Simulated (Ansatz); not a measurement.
**Si$_{16}$O: one change and its effect**

System: Si$_{16}$O (defect cell, 17 atoms in the cell, total charge +1).
Method of the first run: DFT PBE, scalar-relativistic, plane waves, PAW, spin-polarised (Ansatz 0.2.0).

The structure derives from a Materials Project entry. Text and figures count atoms from 1; the logs count them from 0 in places.

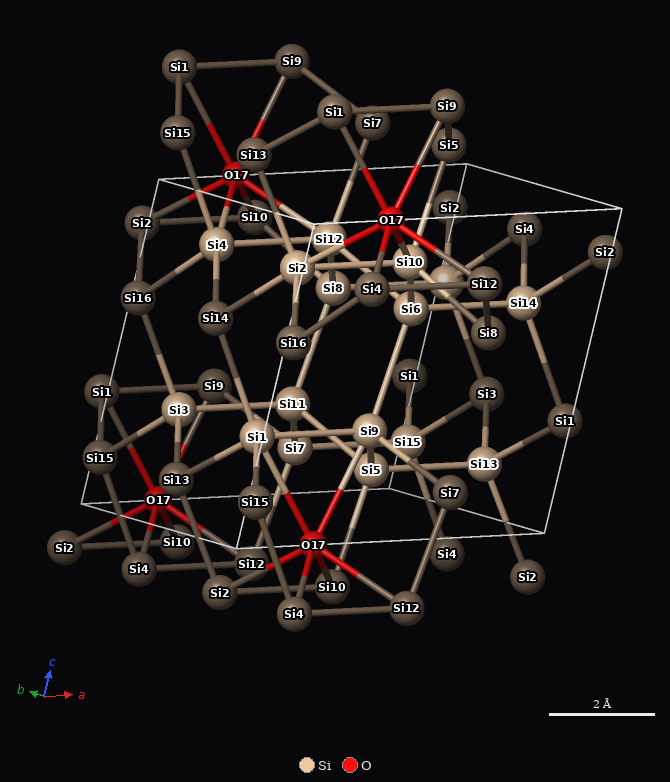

Figure 1. The structure as given in the input (ball-and-stick view of the cell of the calculation, seen slightly off an axis; neighbours outside the cell are drawn fainter; atoms are numbered from 1 in the order of the input). Near neighbours in the crystal (not all of them lie inside the picture): Si has 1 O at 2.43 Å and 4 Si at 2.33 to 2.46 Å; Si has 4 Si at 2.32 to 2.46 Å; O has 6 Si at 2.43 Å.

**Input file, the first run**
```yaml
crystal:
  lattice:
    - [0.0, 0.0, 6.3650227274]
    - [7.7025612697, 1.0e-10, 0.0]
    - [-3.8512806349, 6.6706137337, 0.0]
  atoms:
    - { symbol: Si, position: [0.0672189118, 0.1601642957, 0.3203285913], spin: 0.077 }
    - { symbol: Si, position: [0.0672189118, 0.1601642957, 0.8398357043], spin: 0.077 }
    - { symbol: Si, position: [0.0654731855, 0.6666666667, 0.3333333333] }
    - { symbol: Si, position: [0.0672189118, 0.6796714087, 0.8398357043], spin: 0.077 }
    - { symbol: Si, position: [0.5665349927, 0.3390366818, 0.1695183409], spin: 0.077 }
    - { symbol: Si, position: [0.5674268264, 0.3333333333, 0.6666666667] }
    - { symbol: Si, position: [0.5665349927, 0.8304816591, 0.1695183409], spin: 0.077 }
    - { symbol: Si, position: [0.5665349927, 0.8304816591, 0.6609633182], spin: 0.077 }
    - { symbol: Si, position: [0.4327810882, 0.1601642957, 0.3203285913], spin: 0.077 }
    - { symbol: Si, position: [0.4327810882, 0.1601642957, 0.8398357043], spin: 0.077 }
    - { symbol: Si, position: [0.4345268145, 0.6666666667, 0.3333333333] }
    - { symbol: Si, position: [0.4327810882, 0.6796714087, 0.8398357043], spin: 0.077 }
    - { symbol: Si, position: [0.9334650073, 0.3390366818, 0.1695183409], spin: 0.077 }
    - { symbol: Si, position: [0.9325731736, 0.3333333333, 0.6666666667] }
    - { symbol: Si, position: [0.9334650073, 0.8304816591, 0.1695183409], spin: 0.077 }
    - { symbol: Si, position: [0.9334650073, 0.8304816591, 0.6609633182], spin: 0.077 }
    - { symbol: O, position: [0.25, 0.0, 0.0], spin: 0.077 }
  host:
    lattice:
      - [3.8512806348, 0.0, 0.0]
      - [-1.9256403174, 3.3353068669, 0.0]
      - [0.0, 0.0, 6.3650227274]
    atoms:
      - { symbol: Si, position: [0.3333333333, 0.6666666667, 0.0629309403] }
      - { symbol: Si, position: [0.6666666667, 0.3333333333, 0.5629309403] }
      - { symbol: Si, position: [0.3333333333, 0.6666666667, 0.4370690597] }
      - { symbol: Si, position: [0.6666666667, 0.3333333333, 0.9370690597] }
total_charge: 1
basis:
  ecutwfc: 420
  xc_grid: 2
kpoints:
  mp_grid: { grid: [5, 4, 4], shift: [0.0, 0.0, 0.0] }
hamiltonian:
  xc: pbe
scf:
  occupations: { method: gaussian, width: 0.02 }
output:
  forces: true
  stress: false
  eigenvalues: true
  populations: true
  charged_corrections:
    defect_position: [0.25, 0.0, 0.0]
    epsilon: [[12.6179, 0.0, 0.0], [0.0, 12.6179, 0.0], [0.0, 0.0, 13.7065]]
  write_density: true
  write_potential: true
  elf: true
  volumetric_format: npy
magnetization:
  spin_polarized: true
relax:
  adjacent_minimum: "off"
  f_tol: 0.025
  max_steps: 45
```

Launched with:
```bash
ansatz run input.yaml --threads 4 --pin off --max-ram 8192MiB --backend cpu --events-out ev --progress --plain --runs-dir out
```

Hardware: 4 threads of Arm Neoverse V1, 24 GiB of memory available, shared host.

**Output, shortened to warnings, some set-up lines, iterations and results (the first run)**
```
WARN: the starting moments were not kept: the SCF closed with an absolute magnetisation of 1.1e-3 μB, where they sum to 1.001 μB in size (13 sites). That is at most 0.1 of that sum. Measured as dr2_m measures the in/out step, that magnetisation stands 1.9e-7 eV from none, at or under the dr2_threshold of 1.6e-5 eV: it is no larger than a step whose dr2_m would equal this threshold. The system may …
Basis set: ecut = 420 eV, 6375 PW (Γ), exchange–correlation on 90×108×108 points (8 copies of the dense FFT grid, shifted against one another)
Symmetry: 12 space group operations
k-points: 12 of 80 (time reversal used)
Initial density: superposition of atomic densities (chi_scale 0.1, normalization cell, long waves kept (reshape's long-wave potential 0.50 eV rms))
[...]
SCF iter   1: F=—  HF=-10748.049355 eV  |F-HF|=—  |Δ(HF+E_count)|=         —  Δρ=5.14e-2 (↑4.63e-2 ↓5.14e-2)  dr2=5.58e1  dr2_m=3.04e-2  M=0.524 μB ∫|m|=0.526 μB  β_m=0.30  …
SCF iter   2: F=—  HF=-10744.018335 eV  |F-HF|=—  |Δ(HF+E_count)|=    4.03e0  Δρ=2.77e-2 (↑2.63e-2 ↓2.77e-2)  dr2=8.49e0  dr2_m=7.47e-3  M=0.288 μB ∫|m|=0.295 μB  β_m=0.30  …
SCF iter   3: F=—  HF=-10743.027025 eV  |F-HF|=—  |Δ(HF+E_count)|=   9.91e-1  Δρ=1.40e-2 (↑1.38e-2 ↓1.40e-2)  dr2=3.25e0  dr2_m=2.65e-3  M=0.204 μB ∫|m|=0.214 μB  β_m=0.30  …
SCF iter   4: F=—  HF=-10742.390804 eV  |F-HF|=—  |Δ(HF+E_count)|=   6.36e-1  Δρ=5.36e-3 (↑5.33e-3 ↓5.36e-3)  dr2=4.70e-1  dr2_m=1.30e-3  M=0.206 μB ∫|m|=0.214 μB  β_m=0.30  …
SCF iter   5: F=—  HF=-10742.356661 eV  |F-HF|=—  |Δ(HF+E_count)|=   3.41e-2  Δρ=2.07e-3 (↑2.07e-3 ↓2.00e-3)  dr2=6.19e-2  dr2_m=9.79e-4  M=0.247 μB ∫|m|=0.250 μB  β_m=0.30  …
[... 36 lines ...]
SCF iter   8: F=-10742.397555 eV  HF=-10742.397555 eV  |F-HF|=1.67e-10  |Δ(HF+E_count)|=   2.13e-9  Δρ=3.00e-7 (↑3.00e-7 ↓2.62e-7)  dr2=1.24e-10  dr2_m=2.23e-10  M=-0.000 μB …
SCF iter   9: F=-10742.397555 eV  HF=-10742.397555 eV  |F-HF|=6.37e-11  |Δ(HF+E_count)|=  3.95e-10  Δρ=2.03e-7 (↑1.89e-7 ↓2.03e-7)  dr2=8.16e-12  dr2_m=1.14e-10  M=-0.000 μB …
SCF iter  10: F=-10742.397555 eV  HF=-10742.397555 eV  |F-HF|=1.82e-11  |Δ(HF+E_count)|=  2.31e-10  Δρ=1.14e-7 (↑1.14e-7 ↓8.41e-8)  dr2=1.10e-11  dr2_m=2.82e-11  M=-0.000 μB …
SCF 3 converged in 10 iterations: F = -10742.397555 eV  dr2 = 1.10e-11
relax step   3: F+E_penalty+E_count = -10742.39755468 eV  Δ(F+E_penalty+E_count) = -1.100e-3 eV  max|allowed force component| = 4.548e-3 eV/Å  Δτ_max = 0.0050 Å  (10 SCF …
SCF converged after 10 iterations
Magnetization: -0.0001 μB (34.5000 up, 34.5000 down)
Absolute magnetization: 0.0001 μB (∫|ρ↑−ρ↓|, with the PAW one-centre terms)
Spin contamination: 0.0000 ħ² per cell (⟨S²⟩ above its minimum at these occupations)
Per-site moments (μB) at R_I (Å): [(-1.1777162598889547e-6, 0.9675574307641474), (-1.177716259874593e-6, 0.9675574307641474), (-6.033351934702849e-8, 0.9626058131339621), (-1.1777162599373537e-6, 0.9675574307641474), (-4.1708123263593004e-7, 0.9626058131339631), (-3.604342622668725e-6, …
Free energy (F): -10742.397555 eV
Harris-Foulkes:  -10742.397555 eV  (|F-HF|=1.82e-11)
Internal energy: -10742.396180 eV  (E = F + TS)
E sigma→0 (E₀):  -10742.396867 eV
Entropy (-TS):   -0.001375 eV (-0.081 meV/atom)
Fermi energy:    5.579081 eV
--- Per-component energies (eV) ---
  E_band       = 60.939748
  E_kinetic    = 799.412716
  E_local      = -1028.851725  (includes V_loc(G=0)·N_el)
  E_nonlocal   = 458.464993
  E_hartree    = 364.724500
  E_xc         = -944.460157
  E_vxc        = -825.885829  (∫ρ·V_xc dr)
  E_paw        = -8358.867803  (= ΣΔE_a)
  E_vpaw       = -71.651743  (= ΣTr[D̂ρ^β])
  E_aug_tail   = 0.002395  (compensation charges beyond the density's cutoff)
  E_ewald      = -2032.821100
  E_smearing   = -0.001375  (= −TS)
  E_closure    = -0.000000  (closes the sum)
  E_deformation_potential = 12.614086  (in the stress; not in F)
  Σ components = -10742.397555   (vs F -10742.397555, Δ=0.00e0)
--- Forces (eV/Å), atoms counted from 1 ---
  atom   1  Si    -0.00000000     0.00075269     0.00422973
  atom   2  Si     0.00065185    -0.00037634     0.00422973
  atom   3  Si    -0.00000000    -0.00000000     0.00242483
  atom   4  Si    -0.00065185    -0.00037634     0.00422973
  atom   5  Si     0.00049414     0.00028529     0.00454778
  atom   6  Si     0.00000000     0.00000000     0.00060888
  atom   7  Si    -0.00049414     0.00028529     0.00454778
  atom   8  Si     0.00000000    -0.00057059     0.00454778
  atom   9  Si    -0.00000000     0.00075269    -0.00422973
  atom  10  Si     0.00065185    -0.00037634    -0.00422973
  atom  11  Si    -0.00000000    -0.00000000    -0.00242483
[...]
```

The input of the second run differs as follows (lines with − go, lines with + come):
```diff
-total_charge: 1
+total_charge: -1
```

How does the second run compare with the first run?

The total energies belong to different systems, so their difference says nothing on which is more stable or more accurate. A charged cell is computed with a uniform neutralising background, so its energy and pressure depend on the cell and aren't those of a real crystal. The SCF takes 33 iterations over all geometry steps against 40.

**Output, shortened to warnings, some set-up lines, iterations and results (the second run)**
```
WARN: the starting moments were not kept: the SCF closed with an absolute magnetisation of 2.7e-3 μB, where they sum to 1.001 μB in size (13 sites). That is at most 0.1 of that sum. Measured as dr2_m measures the in/out step, that magnetisation stands 4.4e-7 eV from none, at or under the dr2_threshold of 1.6e-5 eV: it is no larger than a step whose dr2_m would equal this threshold. The system may …
Basis set: ecut = 420 eV, 6375 PW (Γ), exchange–correlation on 90×108×108 points (8 copies of the dense FFT grid, shifted against one another)
Symmetry: 12 space group operations
k-points: 12 of 80 (time reversal used)
Initial density: superposition of atomic densities (chi_scale 0.1, normalization cell, long waves kept (reshape's long-wave potential 0.50 eV rms))
[...]
SCF iter   1: F=—  HF=-10741.579500 eV  |F-HF|=—  |Δ(HF+E_count)|=         —  Δρ=7.07e-2 (↑7.02e-2 ↓7.07e-2)  dr2=1.32e2  dr2_m=4.69e-3  M=0.482 μB ∫|m|=0.483 μB  β_m=0.30  …
SCF iter   2: F=—  HF=-10733.207339 eV  |F-HF|=—  |Δ(HF+E_count)|=    8.37e0  Δρ=3.32e-2 (↑3.25e-2 ↓3.32e-2)  dr2=1.21e1  dr2_m=5.59e-3  M=0.216 μB ∫|m|=0.237 μB  β_m=0.30  …
SCF iter   3: F=—  HF=-10731.288302 eV  |F-HF|=—  |Δ(HF+E_count)|=    1.92e0  Δρ=1.60e-2 (↑1.55e-2 ↓1.60e-2)  dr2=3.20e0  dr2_m=3.41e-3  M=0.149 μB ∫|m|=0.169 μB  β_m=0.30  …
SCF iter   4: F=—  HF=-10730.853956 eV  |F-HF|=—  |Δ(HF+E_count)|=   4.34e-1  Δρ=1.19e-2 (↑1.14e-2 ↓1.19e-2)  dr2=2.12e0  dr2_m=1.60e-3  M=0.166 μB ∫|m|=0.180 μB  β_m=0.30  …
SCF iter   5: F=—  HF=-10730.671387 eV  |F-HF|=—  |Δ(HF+E_count)|=   1.83e-1  Δρ=5.78e-3 (↑5.30e-3 ↓5.78e-3)  dr2=5.35e-1  dr2_m=9.52e-4  M=0.141 μB ∫|m|=0.155 μB  β_m=0.30  …
[... 31 lines ...]
relax step   3: F+E_penalty+E_count = -10730.64468415 eV  Δ(F+E_penalty+E_count) = -2.502e-3 eV  max|allowed force component| = 4.446e-3 eV/Å  Δτ_max = 0.0067 Å  (11 SCF …
SCF iter   1: F=—  HF=-10730.644684 eV  |F-HF|=—  |Δ(HF+E_count)|=         —  Δρ=8.79e-8 (↑6.68e-8 ↓8.79e-8)  dr2=9.92e-11  dr2_m=1.81e-12  M=0.000 μB ∫|m|=0.000 μB  β_m=0.30 …
SCF iter   2: F=-10730.644684 eV  HF=-10730.644684 eV  |F-HF|=5.64e-11  |Δ(HF+E_count)|=  2.55e-11  Δρ=5.59e-8 (↑5.59e-8 ↓4.96e-8)  dr2=5.17e-11  dr2_m=1.75e-12  M=0.000 μB …
SCF 4 converged in 2 iterations: F = -10730.644684 eV  dr2 = 5.17e-11
relax step   4: F+E_penalty+E_count = -10730.64468415 eV  Δ(F+E_penalty+E_count) = -2.547e-11 eV  max|allowed force component| = 4.447e-3 eV/Å  Δτ_max = 0.0000 Å  (2 SCF …
SCF converged after 2 iterations
Magnetization: 0.0001 μB (35.5001 up, 35.4999 down)
Absolute magnetization: 0.0001 μB (∫|ρ↑−ρ↓|, with the PAW one-centre terms)
Spin contamination: 0.0000 ħ² per cell (⟨S²⟩ above its minimum at these occupations)
Per-site moments (μB) at R_I (Å): [(3.5504972670921293e-6, 0.9612581657816205), (3.5504972671253233e-6, 0.9612581657816205), (3.321737663644522e-7, 0.9695035035640869), (3.550497267092121e-6, 0.9612581657816205), (1.7387668682175516e-6, 0.9695035035640875), (6.806601831322141e-6, …
Free energy (F): -10730.644684 eV
Harris-Foulkes:  -10730.644684 eV  (|F-HF|=5.64e-11)
Internal energy: -10730.642540 eV  (E = F + TS)
E sigma→0 (E₀):  -10730.643612 eV
Entropy (-TS):   -0.002144 eV (-0.126 meV/atom)
Fermi energy:    6.196499 eV
--- Per-component energies (eV) ---
  E_band       = 75.911158
  E_kinetic    = 827.557326
  E_local      = -1031.736792  (includes V_loc(G=0)·N_el)
  E_nonlocal   = 465.457831
  E_hartree    = 370.364197
  E_xc         = -964.823634
  E_vxc        = -852.408218  (∫ρ·V_xc dr)
  E_paw        = -8361.161871  (= ΣΔE_a)
  E_vpaw       = -73.689922  (= ΣTr[D̂ρ^β])
  E_aug_tail   = 0.002432  (compensation charges beyond the density's cutoff)
  E_ewald      = -2036.302029
  E_smearing   = -0.002144  (= −TS)
  E_closure    = 0.000000  (closes the sum)
  E_deformation_potential = -12.614086  (in the stress; not in F)
  Σ components = -10730.644684   (vs F -10730.644684, Δ=0.00e0)
--- Forces (eV/Å), atoms counted from 1 ---
  atom   1  Si    -0.00000000     0.00105542     0.00307330
  atom   2  Si     0.00091402    -0.00052771     0.00307330
  atom   3  Si    -0.00000000    -0.00000000     0.00444687
  atom   4  Si    -0.00091402    -0.00052771     0.00307330
  atom   5  Si    -0.00269406    -0.00155542    -0.00026302
  atom   6  Si     0.00000000     0.00000000     0.00024721
  atom   7  Si     0.00269406    -0.00155542    -0.00026302
  atom   8  Si    -0.00000000     0.00311083    -0.00026302
  atom   9  Si    -0.00000000     0.00105542    -0.00307330
  atom  10  Si     0.00091402    -0.00052771    -0.00307330
  atom  11  Si    -0.00000000    -0.00000000    -0.00444687
  atom  12  Si    -0.00091402    -0.00052771    -0.00307330
[...]
```

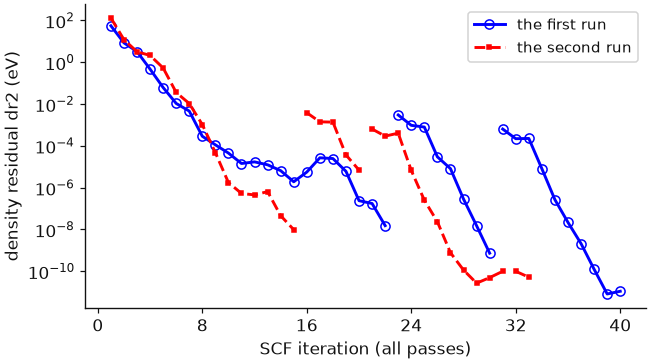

Figure 2. Convergence of the two runs: density residual dr2 against the SCF iteration. A break in a curve parts two SCF passes. The first run takes 40 iterations in all, and the second run takes 33.

**The two runs side by side**

| quantity | the first run | the second run |
| --- | --- | --- |
| outcome | converged | converged |
| free energy per atom (eV) | −631.9057 | −631.2144 |
| gap on the mesh (eV) | 0.00 | 0.00 |
| net moment of the cell (μB) | 0.00 | 0.00 |
| absolute moment of the cell (μB) | 0.00 | 0.00 |
| largest force (eV/Å) | 0.005 | 0.004 |
| SCF iterations | 40 | 33 |
| irreducible k-points | 12 | 12 |
| wall time (shared host) | 83 s | 72 s |

For both runs: Warnings: some starting moments were not kept.
